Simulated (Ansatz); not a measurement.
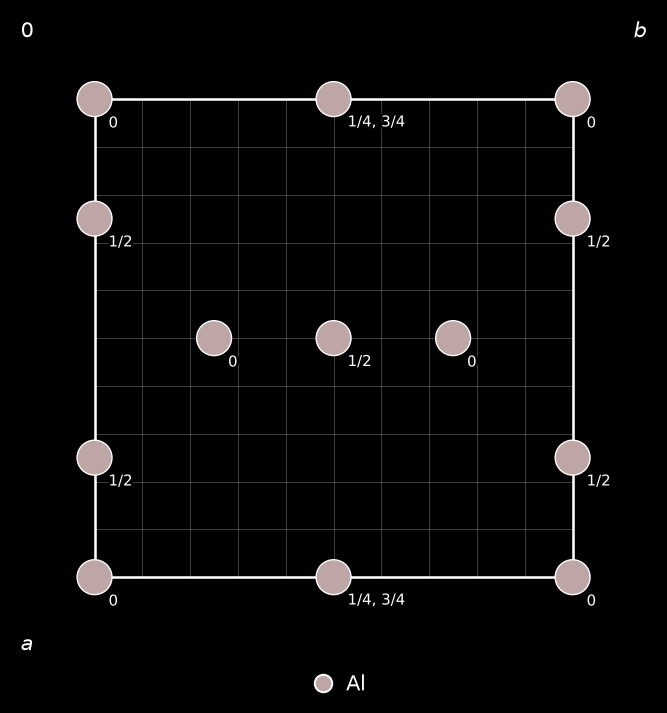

Plan of a unit cell projected along c (a down the page, b across); the numbers are heights as fractions of c, and atoms on the cell's edges are repeated. The grid marks tenths of a and b. Source: the input geometry of an electronic-structure calculation (not necessarily at equilibrium); the starting structure was generated, so it need not be a known form of this composition. All values are computed from the atomic coordinates in the standard setting (tolerance 0.002 Å).

a = 5.161 Å, b = 5.161 Å, c = 5.161 Å, α = 90.00°, β = 90.00°, γ = 90.00°.

Question: What does the cell contain?

Answer: 8 Al: Al, Z = 8.

Question: Which space group?

Answer: Pm-3n, No. 223, primitive cubic.

Question: Give the fractional coordinates of all atoms, to two places.

Answer:
| atom | x | y | z |
| --- | --- | --- | --- |
| Al | 0.00 | 0.00 | 0.00 |
| Al | 0.50 | 0.50 | 0.50 |
| Al | 0.25 | 0.00 | 0.50 |
| Al | 0.75 | 0.00 | 0.50 |
| Al | 0.50 | 0.25 | 0.00 |
| Al | 0.50 | 0.75 | 0.00 |
| Al | 0.00 | 0.50 | 0.25 |
| Al | 0.00 | 0.50 | 0.75 |
